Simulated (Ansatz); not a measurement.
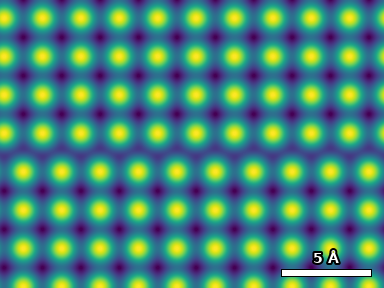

Dark-field STEM-like image of Pt (Im-3m, No. 229) along [001]. Simulated incoherent Z contrast: every atom adds Z^1.7 spread by a probe of 1.30 Å full width; channelling and multiple scattering are left out. The probe carries 25 % of its weight in a tail 2.5 times as wide. The display is stretched by a gamma of 0.65; percentages refer to the linear signal.

One planar defect was built into the perfect crystal by geometry alone, without relaxation. Host structure: the input geometry of a calculation; the starting structure was generated, so it need not be a known form of this composition.

### Find the planar defect and say what kind it is.

A planar fault (a stacking fault) runs horizontally about 9 Å below the top edge. The part above it is shifted along the boundary by 1/2 of the 2.20 Å repeat of the rows (1.1 Å to the right, the same as to the left); both parts keep the same orientation.
